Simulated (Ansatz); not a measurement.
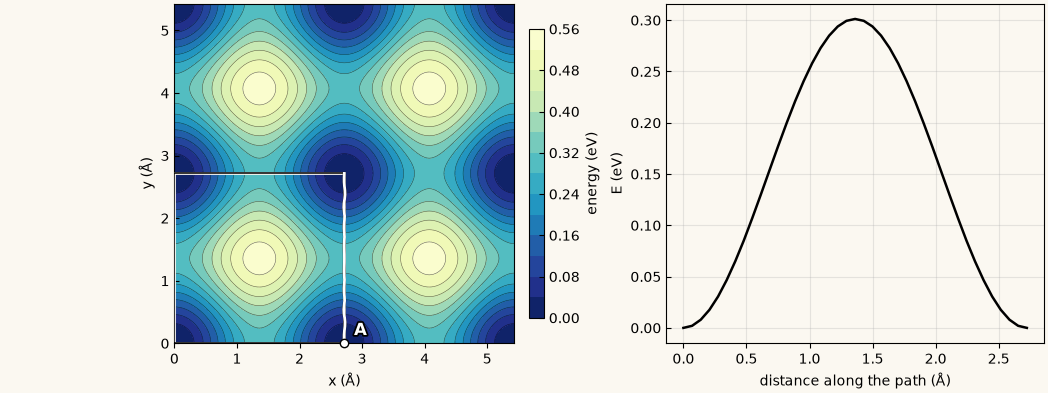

O on an Ir(100) slab cut from the Fm-3m phase, its upper half relaxed before the scan (12 atoms of substrate and one adsorbate in a 2 × 2 cell). O is moved over the surface cell at a fixed height above a rigid substrate; the origin of the map has the adsorbate above Ir9; the height is held at 2.50 Å. Places are given modulo a cell vector. The map is drawn in real space over the plane of the surface. The grid has 6 × 6 points; 10 points were computed and 26 follow by symmetry. Places are given in fractions of the 1 × 1 surface cell. Energies are in eV, from the lowest grid point. The runs have no spin polarisation, so an open-shell adsorbate far from the surface lies too high. At a fixed height the lowest place need not be the adsorption site. Theory: Ansatz, DFT PBE+D3(BJ), scalar-relativistic, plane waves, PAW. Settings: cutoff 420 eV, k-mesh 5×5×1, gaussian smearing 0.1 eV, no spin polarisation.

Drawn: filled contours, a line along the lowest path, the outline of one cell of the 2 × 2 shown, the energy along the path at the right, the start A. Between grid points the surface is interpolated.

### Describe the path and its barrier.

The easiest path leads from the well at the top site over a surface Ir atom, (0/6, 0/6) of the cell vectors to its copy one period on. Its highest point lies about 0.3 eV above the bottom of the first well on the interpolated surface, at a bridge site between two Ir atoms, (0/6, 3/6) of the cell vectors. This is the barrier on the constrained surface; relaxing the other coordinates would change it.

PAW datasets: the set soft_1.
